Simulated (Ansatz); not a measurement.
The Ansatz input:

```
crystal:
  lattice:
    - [4.3306322559, -0.072737392, -0.072737392]
    - [-0.072737392, 4.3306322559, -0.072737392]
    - [-0.072737392, -0.072737392, 4.3306322559]
  atoms:
    - { symbol: K, position: [0.0, 0.0, 0.0] }
    - { symbol: I, position: [0.5, 0.5, 0.5] }
kpoints:
  mp_grid: { grid: [4, 4, 4] }
  band_path:
    path: [[0.0, 0.0, 0.0], [0.0, 0.5, 0.0], [0.5, 0.5, 0.0], [0.5, 0.5, 0.5]]
    npoints: 1
hamiltonian:
  xc: hse06
scf:
  occupations: { method: fixed }
  n_extra_bands: 4
output:
  forces: true
  stress: true
  eigenvalues: true
```

Launched with:
```bash
ansatz run input.yaml --threads 4 --pin off --max-ram 3686MiB --backend cpu --events-out ev --progress --plain --runs-dir out
```

What does the calculation give for the electronic structure?

There is a gap; over the k points computed it is 4.25 eV (indirect; the smallest direct gap is 4.59 eV). The upper group of valence states starts about 2.3 eV under the valence-band top, with a gap beneath it; it holds about 6 electrons a cell. Within the window shown, the tallest peak of the filled states lies 1.1 eV under the valence-band top, at about 5.2 states per eV and cell.

Spin-orbit coupling is left out, which matters for I.

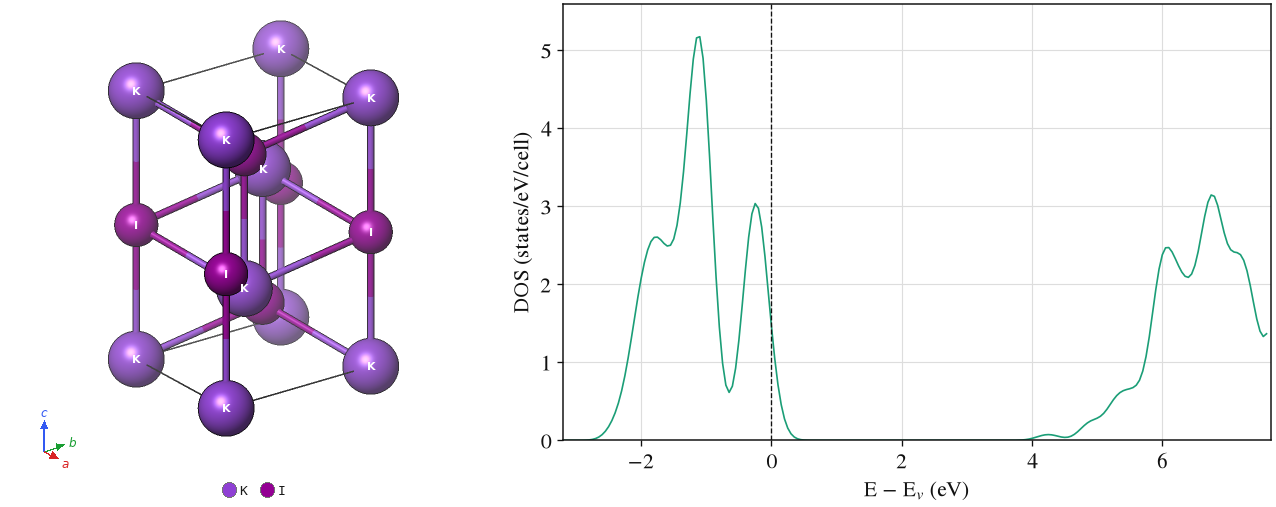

Density of states, beside the structure. Energies are counted from the top of the valence band. The curve is built from the levels of the k mesh with Gaussians 0.4 eV wide, which also blur the band edges.
